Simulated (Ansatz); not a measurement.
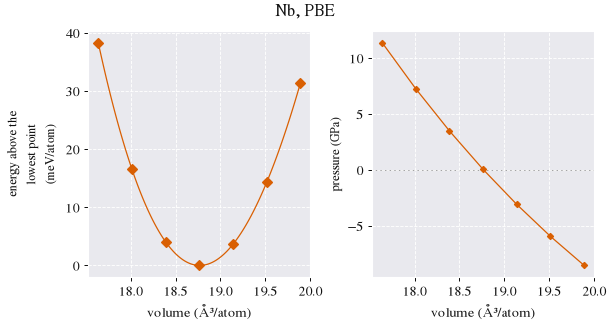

The plot gives the computed energy above the lowest point and pressure against volume for Nb, space group Fm-3m (No. 225) (one of a set of cubic test structures, which need not be the stable phase).

Method: equation of state of a cubic crystal from periodic Kohn-Sham density functional theory without spin, third-order Birch-Murnaghan fit to the free energies; pressure corrected for the finite basis (Ansatz 0.2.0 development build). Level: PBE.

- structure type: fcc
- atoms in cell: 1
- space group number: 225
- lattice centring: face-centred primitive
- k mesh: 22×22×22
- occupation method: Fermi–Dirac
- occupation width: 0.06123 eV
- wave cutoff: 700 eV
- datasets: hard PAW
- density tolerance: 1e−09 eV
- bands: 11
- density cutoff ratio: 4
- search for lower states: default

**How stiff is the solid, and where is its volume at rest?**

A third-order Birch–Murnaghan fit gives V0 = 18.77 Å³/atom, B0 = 164 GPa and B′ = 3.6.

**Read off the course of the pressure.**

It falls from 11.4 GPa at volume 17.64 Å³/atom to −8.5 GPa at 19.89 Å³/atom, and changes sign near 18.77 Å³/atom.

Limits of the calculation: cubic model structure, not the ambient form; modest k-mesh, values are not fully converged in k.
